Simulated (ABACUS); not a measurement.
## Single-point calculation, with input and output: CdTe (part 2 of 3)

Continued. System: CdTe (2 atoms in the cell). Method: Kohn-Sham DFT of a periodic cell, HSE-type, SG15 ONCV 1.2 PBE, no spin polarisation (ABACUS 3.10.1); cutoff 1401.39 eV, 3×3×3 k-mesh, fermi-dirac of 0.05 eV. The structure derives from an entry of the Crystallography Open Database. It belongs to a series of runs on one base structure; here: exact_exchange_share = 0.1.

Geometry of the input (Å; fractional positions):
```
0.0000  3.2050  3.2050
3.2050  0.0000  3.2050
3.2050  3.2050  0.0000
Te 0.7500  0.7500  0.7500
Cd 0.0000  0.0000  0.0000
```

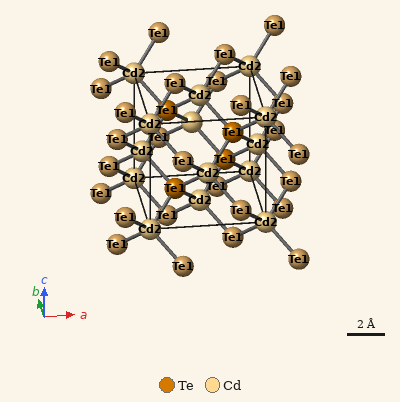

Fig. 1: The input geometry (ball-and-stick view of the cell 4 times as large as that of the calculation, set on its symmetry axes, seen at an oblique angle; neighbours outside the cell are drawn fainter; atoms are numbered from 1 in the order of the input).

**What the program printed, continued**
```
----------------------------------------------------------
 E_KohnSham     -485.6794725099      -6608.0082277686
 E_Harris       -485.6794615451      -6608.0080785855
 E_Fermi        0.7088112807         9.6438722247
----------------------------------------------------------

 LCAO ALGORITHM --------------- ION=   1  ELEC=   9--------------------------------
 DeltaE_womix = -1.35344e-10 eV

 Density error is 1.50653624197e-08
----------------------------------------------------------
     Energy           Rydberg                 eV
----------------------------------------------------------
 E_KohnSham     -485.6794725099      -6608.0082277688
 E_KS(sigma->0) -485.6794720437      -6608.0082214259
 E_Harris       -485.6794726942      -6608.0082302764
 E_band         -53.9507103603       -734.0370720482
 E_one_elec     -303.7906044529      -4133.2832194243
 E_Hartree      155.1111382272       2110.3953031561
 E_xc           -46.3315869698       -630.3735801725
 E_Ewald        -290.6684183819      -3954.7467186424
 E_entropy(-TS) -0.0000009324        -0.0000126857
 E_descf        0.0000000000         0.0000000000
 E_exx          0.0000000000         0.0000000000
 E_Fermi        0.7088113208         9.6438727694
----------------------------------------------------------

 LCAO ALGORITHM --------------- ION=   1  ELEC=   1--------------------------------
 DeltaE_womix = -28.1182 eV

 Density error is 0.0157148150802
----------------------------------------------------------
     Energy           Rydberg                 eV
----------------------------------------------------------
 E_KohnSham     -485.3848561128      -6603.9997660438
 E_Harris       -490.2687486747      -6670.4485333061
 E_Fermi        0.6247750512         8.5005006647
----------------------------------------------------------

 LCAO ALGORITHM --------------- ION=   1  ELEC=   2--------------------------------
 DeltaE_womix = 30.4278 eV

 Density error is 0.0134077116656
----------------------------------------------------------
     Energy           Rydberg                 eV
----------------------------------------------------------
 E_KohnSham     -485.4107153082      -6604.3515984469
 E_Harris       -487.6878165273      -6635.3331499495
 E_Fermi        0.7149647706         9.7275947500
----------------------------------------------------------

 LCAO ALGORITHM --------------- ION=   1  ELEC=   3--------------------------------
 DeltaE_womix = 15.3849 eV

 Density error is 0.0068185556797
----------------------------------------------------------
     Energy           Rydberg                 eV
----------------------------------------------------------
 E_KohnSham     -485.4095959470      -6604.3363687572
 E_Harris       -486.5434391693      -6619.7630972189
 E_Fermi        0.7080870798         9.6340189652
----------------------------------------------------------

 LCAO ALGORITHM --------------- ION=   1  ELEC=   4--------------------------------
 DeltaE_womix = 3.81775 eV

 Density error is 0.00154632043426
----------------------------------------------------------
     Energy           Rydberg                 eV
----------------------------------------------------------
 E_KohnSham     -485.4098174464      -6604.3393824114
 E_Harris       -485.6909006230      -6608.1637152247
 E_Fermi        0.7021356255         9.5530452755
----------------------------------------------------------

 LCAO ALGORITHM --------------- ION=   1  ELEC=   5--------------------------------
 DeltaE_womix = -0.196511 eV

 Density error is 0.000179259843778
----------------------------------------------------------
     Energy           Rydberg                 eV
----------------------------------------------------------
 E_KohnSham     -485.4098553526      -6604.3398981506
 E_Harris       -485.3954505379      -6604.1439105930
 E_Fermi        0.7000987026         9.5253315174
----------------------------------------------------------

 LCAO ALGORITHM --------------- ION=   1  ELEC=   6--------------------------------
 DeltaE_womix = 0.240536 eV

 Density error is 0.000107321222682
----------------------------------------------------------
     Energy           Rydberg                 eV
----------------------------------------------------------
 E_KohnSham     -485.4098557235      -6604.3399031970
 E_Harris       -485.4275360880      -6604.5804568979
 E_Fermi        0.7002147944         9.5269110279
----------------------------------------------------------

 LCAO ALGORITHM --------------- ION=   1  ELEC=   7--------------------------------
 DeltaE_womix = -0.0595146 eV

 Density error is 2.93644839371e-05
----------------------------------------------------------
     Energy           Rydberg                 eV
----------------------------------------------------------
 E_KohnSham     -485.4098556666      -6604.3399024227
 E_Harris       -485.4054815336      -6604.2803892903
 E_Fermi        0.7000360281         9.5244787879
----------------------------------------------------------

 LCAO ALGORITHM --------------- ION=   1  ELEC=   8--------------------------------
 DeltaE_womix = -0.0052727 eV

 Density error is 2.28305311163e-06
----------------------------------------------------------
     Energy           Rydberg                 eV
----------------------------------------------------------
 E_KohnSham     -485.4098557372      -6604.3399033836
 E_Harris       -485.4094683808      -6604.3346331301
 E_Fermi        0.7000656090         9.5248812565
----------------------------------------------------------

 LCAO ALGORITHM --------------- ION=   1  ELEC=   9--------------------------------
 DeltaE_womix = -0.000661431 eV

 Density error is 3.99505279655e-07
----------------------------------------------------------
     Energy           Rydberg                 eV
----------------------------------------------------------
 E_KohnSham     -485.4098558283      -6604.3399046234
 E_Harris       -485.4098072010      -6604.3392430147
 E_Fermi        0.7000680572         9.5249145656
----------------------------------------------------------

 LCAO ALGORITHM --------------- ION=   1  ELEC=  10--------------------------------
 DeltaE_womix = 0.000299649 eV

 Density error is 1.40888270618e-07
----------------------------------------------------------
     Energy           Rydberg                 eV
----------------------------------------------------------
 E_KohnSham     -485.4098557710      -6604.3399038432
 E_Harris       -485.4098776819      -6604.3402019575
 E_Fermi        0.7000684651         9.5249201161
----------------------------------------------------------

 LCAO ALGORITHM --------------- ION=   1  ELEC=  11--------------------------------
 DeltaE_womix = 6.07577e-07 eV

 Density error is 2.04418129792e-08
----------------------------------------------------------
     Energy           Rydberg                 eV
----------------------------------------------------------
 E_KohnSham     -485.4098557263      -6604.3399032356
 E_KS(sigma->0) -485.4098556911      -6604.3399027567
 E_Harris       -485.4098565315      -6604.3399141908
 E_band         -55.9187624875       -760.8137949391
 E_one_elec     -303.7981490348      -4133.3858687268
 E_Hartree      155.1197081621       2110.5119031018
 E_xc           -42.4669412647       -577.7923778319
 E_Ewald        -290.6684183819      -3954.7467186424
 E_entropy(-TS) -0.0000000704        -0.0000009578
 E_descf        0.0000000000         0.0000000000
 E_exx          -3.5960551365        -48.9268401785
 E_Fermi        0.7000682534         9.5249172354
----------------------------------------------------------

 LCAO ALGORITHM --------------- ION=   1  ELEC=   1--------------------------------
 DeltaE_womix = -0.0520491 eV

 Density error is 0.000137267566794
----------------------------------------------------------
     Energy           Rydberg                 eV
----------------------------------------------------------
 E_KohnSham     -485.4098789927      -6604.3402197908
 E_Harris       -485.4096614093      -6604.3372594171
 E_Fermi        0.7000014625         9.5240084986
----------------------------------------------------------

 LCAO ALGORITHM --------------- ION=   1  ELEC=   2--------------------------------
 DeltaE_womix = -0.0137222 eV

 Density error is 2.14441353272e-05
----------------------------------------------------------
     Energy           Rydberg                 eV
----------------------------------------------------------
 E_KohnSham     -485.4098792828      -6604.3402237381
 E_Harris       -485.4088709126      -6604.3265041577
 E_Fermi        0.7000973135         9.5253126176
----------------------------------------------------------

 LCAO ALGORITHM --------------- ION=   1  ELEC=   3--------------------------------
 DeltaE_womix = 0.00196201 eV

 Density error is 6.20399120475e-06
----------------------------------------------------------
     Energy           Rydberg                 eV
----------------------------------------------------------
 E_KohnSham     -485.4098792417      -6604.3402231787
 E_Harris       -485.4100233408      -6604.3421837478
 E_Fermi        0.7001013859         9.5253680264
----------------------------------------------------------

 LCAO ALGORITHM --------------- ION=   1  ELEC=   4--------------------------------
 DeltaE_womix = -0.000867434 eV

 Density error is 1.30371297837e-06
----------------------------------------------------------
     Energy           Rydberg                 eV
----------------------------------------------------------
 E_KohnSham     -485.4098791896      -6604.3402224700
 E_Harris       -485.4098154105      -6604.3393547108
 E_Fermi        0.7001050475         9.5254178445
----------------------------------------------------------

 LCAO ALGORITHM --------------- ION=   1  ELEC=   5--------------------------------
 DeltaE_womix = -0.000261791 eV

 Density error is 3.91125733734e-07
----------------------------------------------------------
     Energy           Rydberg                 eV
----------------------------------------------------------
 E_KohnSham     -485.4098791566      -6604.3402220206
 E_Harris       -485.4098599041      -6604.3399600778
 E_Fermi        0.7001064246         9.5254365804
----------------------------------------------------------

 LCAO ALGORITHM --------------- ION=   1  ELEC=   6--------------------------------
 DeltaE_womix = 9.07972e-07 eV

 Density error is 9.3943876872e-08
----------------------------------------------------------
     Energy           Rydberg                 eV
----------------------------------------------------------
 E_KohnSham     -485.4098790898      -6604.3402211126
 E_KS(sigma->0) -485.4098790570      -6604.3402206663
 E_Harris       -485.4098777612      -6604.3402030354
 E_band         -55.9175276278       -760.7969938105
 E_one_elec     -303.7990832675      -4133.3985796144
 E_Hartree      155.1228950541       2110.5552629913
 E_xc           -42.4674254073       -577.7989649299
 E_Ewald        -290.6684183819      -3954.7467186424
 E_entropy(-TS) -0.0000000656        -0.0000008926
 E_descf        0.0000000000         0.0000000000
 E_exx          -3.5978470215        -48.9512200246
 E_Fermi        0.7001066641         9.5254398391
----------------------------------------------------------

 LCAO ALGORITHM --------------- ION=   1  ELEC=   1--------------------------------
 DeltaE_womix = -0.00321163 eV

 Density error is 7.6105177469e-06
----------------------------------------------------------
     Energy           Rydberg                 eV
----------------------------------------------------------
 E_KohnSham     -485.4098792741      -6604.3402236195
 E_Harris       -485.4098682638      -6604.3400738174
 E_Fermi        0.7001047304         9.5254135299
----------------------------------------------------------

 LCAO ALGORITHM --------------- ION=   1  ELEC=   2--------------------------------
 DeltaE_womix = -0.000593308 eV

 Density error is 1.12209297458e-06
----------------------------------------------------------
     Energy           Rydberg                 eV
----------------------------------------------------------
 E_KohnSham     -485.4098792064      -6604.3402226988
 E_Harris       -485.4098356816      -6604.3396305129
 E_Fermi        0.7001100848         9.5254863805
----------------------------------------------------------

 LCAO ALGORITHM --------------- ION=   1  ELEC=   3--------------------------------
 DeltaE_womix = 0.000286325 eV

 Density error is 3.09180936067e-07
----------------------------------------------------------
     Energy           Rydberg                 eV
----------------------------------------------------------
 E_KohnSham     -485.4098792275      -6604.3402229856
 E_Harris       -485.4099002856      -6604.3405094954
 E_Fermi        0.7001098691         9.5254834460
----------------------------------------------------------

 LCAO ALGORITHM --------------- ION=   1  ELEC=   4--------------------------------
 DeltaE_womix = -0.000153857 eV

 Density error is 1.93284695841e-07
----------------------------------------------------------
     Energy           Rydberg                 eV
----------------------------------------------------------
 E_KohnSham     -485.4098792675      -6604.3402235306
 E_Harris       -485.4098680392      -6604.3400707606
 E_Fermi        0.7001101245         9.5254869201
----------------------------------------------------------

 LCAO ALGORITHM --------------- ION=   1  ELEC=   5--------------------------------
 DeltaE_womix = 1.18074e-06 eV

 Density error is 4.3947963504e-08
----------------------------------------------------------
     Energy           Rydberg                 eV
```
